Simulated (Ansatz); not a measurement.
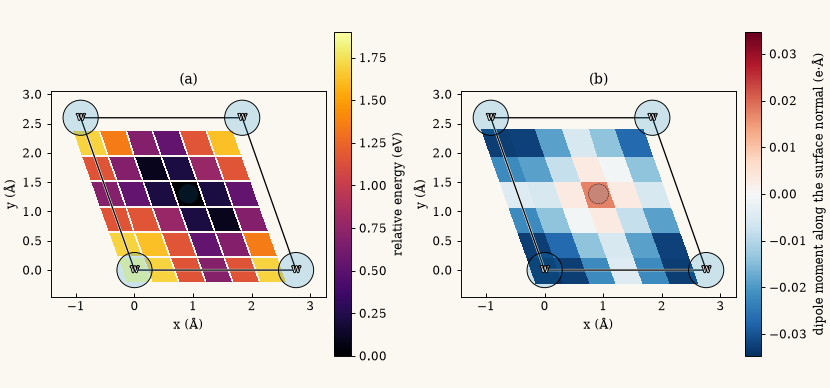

S on a W(110) slab cut from the Im-3m phase, its upper half relaxed before the scan (12 atoms of substrate and one adsorbate in a 2 × 2 cell). 
- S is moved over the surface cell; relaxed at each place: the height of the adsorbate's atoms; substrate rigid; the origin of the map has the adsorbate above W9.
- Places are given modulo a cell vector. The map is drawn in real space over the plane of the surface.
- Grid: 6 × 6 points; 13 points were computed and 23 follow by symmetry.
- Places are given in fractions of the 1 × 1 surface cell.
- Energies are in eV, from the lowest grid point.
- Theory: Ansatz 0.2.0, DFT PBE, scalar-relativistic, plane waves, PAW. Settings: cutoff 420 eV, k-mesh 5×5×1, gaussian smearing 0.1 eV, no spin polarisation.

Panel (a) is the energy and panel (b) the computed dipole moment along the surface normal on the same grid.

Drawn: one coloured cell a grid point, labelled circles for the atoms of the top layer and small ones for the second layer, the outline of one cell of the plane.

> How does the dipole moment along the surface normal vary over the map, and what is it at the lowest grid point?

It runs from −0.03 e·Å at the top site over a surface W atom, (0/6, 0/6) of the cell vectors to 0.02 e·Å at a bridge site between two W atoms, over a second-layer W atom, (3/6, 3/6) of the cell vectors. At the lowest grid point, a bridge site between two W atoms, over a second-layer W atom, (3/6, 3/6) of the cell vectors, it is 0.02 e·Å.

```tsv
second ↓, first →	0/6	1/6	2/6	3/6	4/6	5/6
5/6	−0.03	−0.03	−0.02	−0.01	−0.01	−0.03
4/6	−0.02	−0.02	−0.01	0.00	0.00	−0.01
3/6	0.00	−0.01	0.00	0.02	0.00	−0.01
2/6	−0.02	−0.01	0.00	0.00	−0.01	−0.02
1/6	−0.03	−0.03	−0.01	−0.01	−0.02	−0.03
0/6	−0.03	−0.03	−0.02	0.00	−0.02	−0.03
```

PAW datasets: the set soft_1.
